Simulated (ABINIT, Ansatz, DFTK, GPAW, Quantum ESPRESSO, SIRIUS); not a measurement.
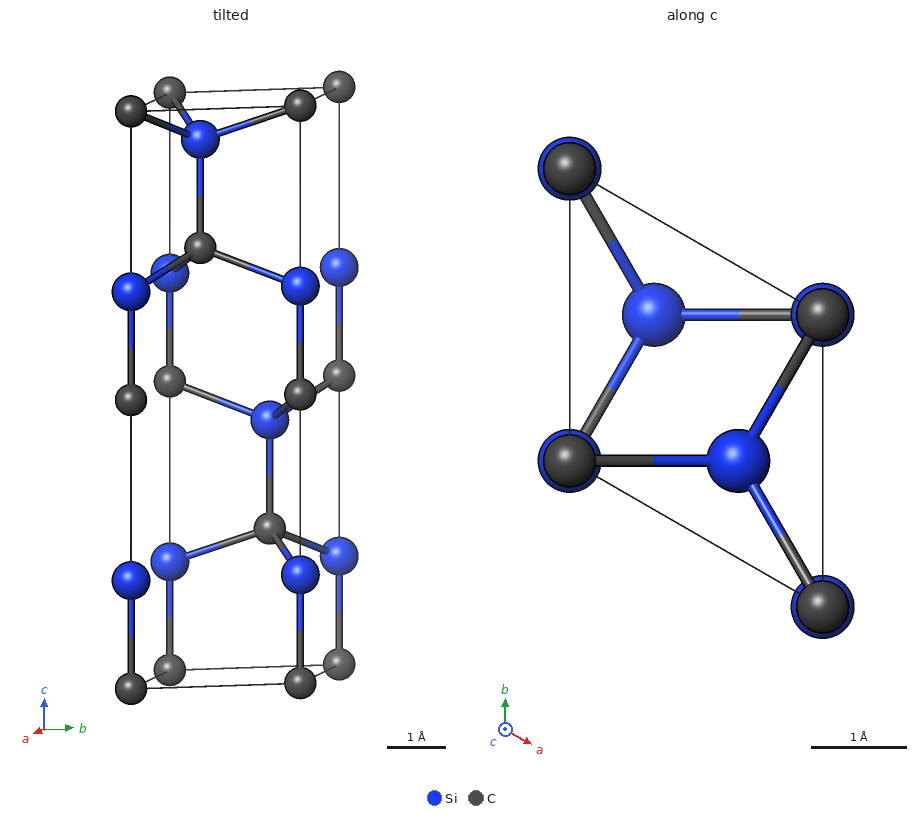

SiC, space group P6₃mc (No. 186), a = 3.076 Å, b = 3.076 Å, c = 10.071 Å, α = 90.00°, β = 90.00°, γ = 120.00°. Ball-and-stick drawing of the structure, looking slightly off an axis and along the c axis. The wireframe shows the conventional unit cell. The cell is a structure listed in the Materials Project.

One fixed geometry in six programs or potential sets. Alike in all runs: functional PBE; k mesh 10 × 10 × 3 on the run's cell of 8 atoms; occupations fermi-dirac, width 0.05 eV; no spin polarisation; no spin-orbit coupling.

| program | gap (eV) | pressure (GPa) |
| --- | --- | --- |
| Quantum ESPRESSO (SSSP 1.3 efficiency) | 2.23 | 4.1 |
| SIRIUS (PseudoDojo 0.4.1 standard) | 2.23 | 3.9 |
| ABINIT (JTH PAW PBE v2.0) | 2.23 | 3.4 |
| DFTK (PseudoDojo 0.4.1 standard) | 2.23 | 3.9 |
| Ansatz LAPW (all-electron) | ? | ? |
| GPAW (PAW data 1.2.1) | 2.22 | 5.2 |

### What does Ansatz LAPW (all-electron) give?

A gap of 2.23 eV and a pressure of 3.9 GPa. The other rows span 2.22 to 2.23 eV and 3.4 to 5.2 GPa.

### Is this cell larger or smaller than the equilibrium cell of this functional?

Smaller: all pressures given are positive (3.4 to 5.2 GPa), so its volume would grow.

Gaps are the least found on the k-mesh; a mesh with odd divisions misses some points on the zone boundary, so where the band edges lie there the true gap is smaller. Plane-wave pressures hold the error of each finite cutoff.
